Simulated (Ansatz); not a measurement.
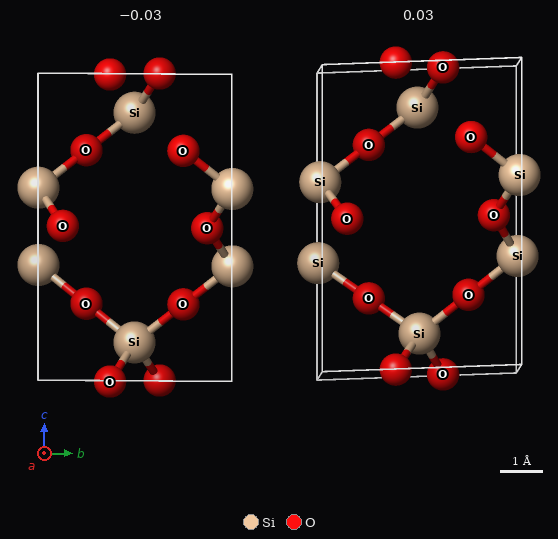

Solid SiO$_{2}$ (set up in Fddd), under shear of c along a (cell held, atoms relaxed), with energies (extrapolated to zero smearing) counted from the relaxed crystal, which is the row at zero. The picture shows the first and the last member. A ball-and-stick model of the cell of the calculation, reduced to other axes, seen along the a axis. Lengths and directions refer to the drawn axes.

Computed with Ansatz 0.2.0: DFT r2SCAN, scalar-relativistic, plane waves, PAW. (plane-wave cutoff 500 eV; k-point mesh 6 × 6 × 6; occupations gaussian; smearing width 0.02 eV; no spin polarisation; atoms relaxed in a fixed cell; force threshold 0.008 eV/Å)

```csv
strain,energy (meV/atom),a (Å),b (Å),c (Å)
−0.03,2.99,4.716,5.215,7.734
−0.015,0.74,4.715,5.244,7.734
0.0,0.00,4.714,5.273,7.734
0.015,?,?,?,?
0.03,2.95,4.716,5.333,7.734
```

Q: Fill in the missing row.

A: A parabola through three neighbouring rows (−0.015, 0.0, 0.03) gives, with Lagrange weights, (−0.3333)(0.74) + (1.0000)(0.00) + (0.3333)(2.95) = 0.74 meV/atom. The calculation gives 0.74 meV/atom (a = 4.715 Å, b = 5.303 Å, c = 7.734 Å). The estimate is right to the digits shown. From the first member to the last: O–Si 1.597 → 1.608 Å, O–Si 1.623 → 1.613 Å.

The whole series:

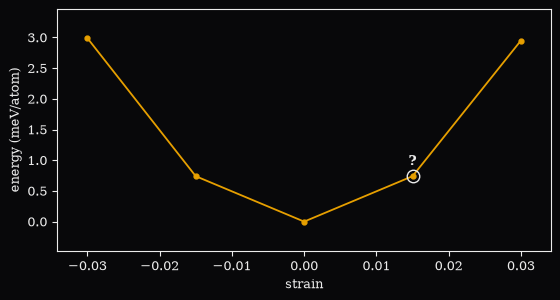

Each member starts from this one structure; whether another phase lies lower wasn't checked.
